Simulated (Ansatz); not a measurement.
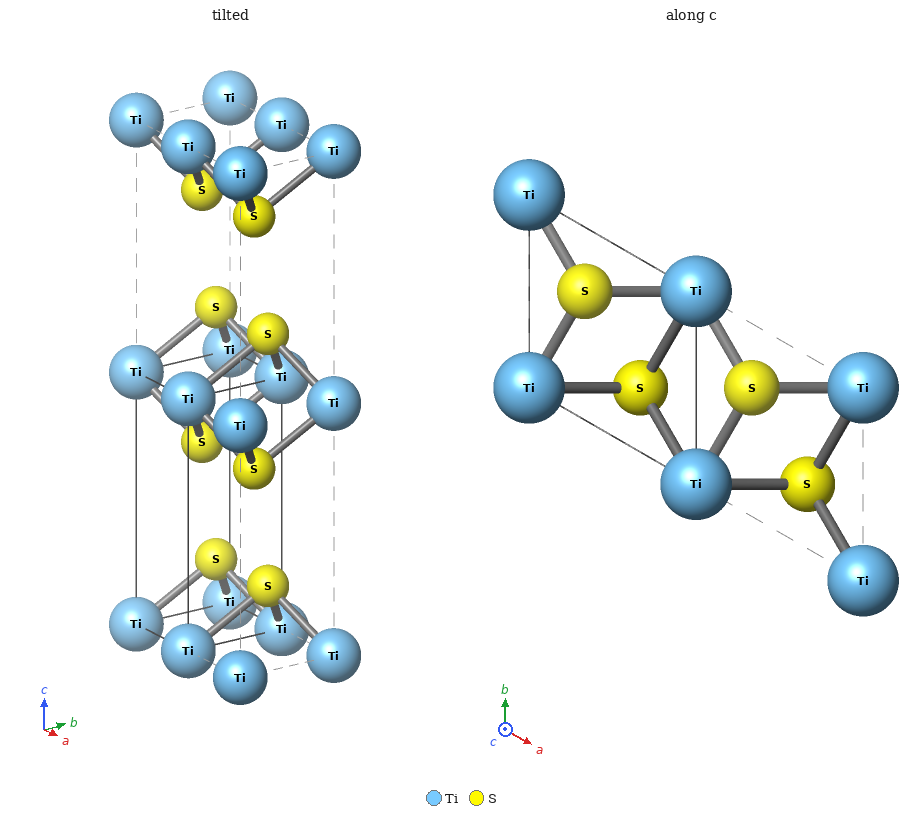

View slightly off an axis and along the c axis, drawn as a ball-and-stick model. The picture spans 2×1×2 cells, one conventional unit cell being drawn with solid lines.

TiS₂, space group P-3m1 (No. 164), a = 3.42 Å, b = 3.42 Å, c = 5.97 Å, α = 90.00°, β = 90.00°, γ = 120.00°.

Computational set-up: DFT r2SCAN, scalar-relativistic, plane waves, PAW (Ansatz 0.2.0), a 500 eV plane-wave basis, k-points on a 12×12×6 grid, Gaussian smearing of 0.05 eV, no spin polarisation.

Question: Predict the gap.

Answer: A semiconductor at this level, with a gap of 0.22 eV on the k-mesh (the true edges may lie between mesh points, so the gap can be somewhat smaller).

The structure comes from a structure type known for this compound. It was relaxed at fixed volume with DFT r2SCAN, scalar-relativistic, plane waves, PAW in Ansatz 0.2.0.
